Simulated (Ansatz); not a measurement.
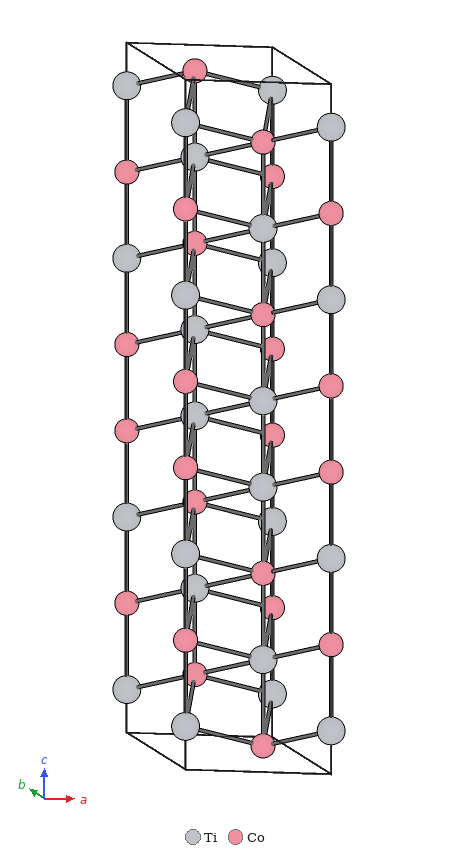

Structure drawing (ball-and-stick), viewed slightly off an axis. The conventional unit cell is drawn as a box. Cell: a = 4.222 Å, b = 4.222 Å, c = 20.685 Å, α = 90.00°, β = 90.00°, γ = 120.00°.

The formula is TiCo. It belongs to space group P-3m1 (No. 164) and has a primitive hexagonal lattice. Cell content 12 Ti, 12 Co; Z = 12. Neighbours within bonding distance: Ti 8 and Co 8. Not all metal-metal contacts are counted.

Its origin is a structure listed in the Materials Project. Earlier steps of the study may have refined or changed the cell and positions. It was set up as input for a calculation with Ansatz.
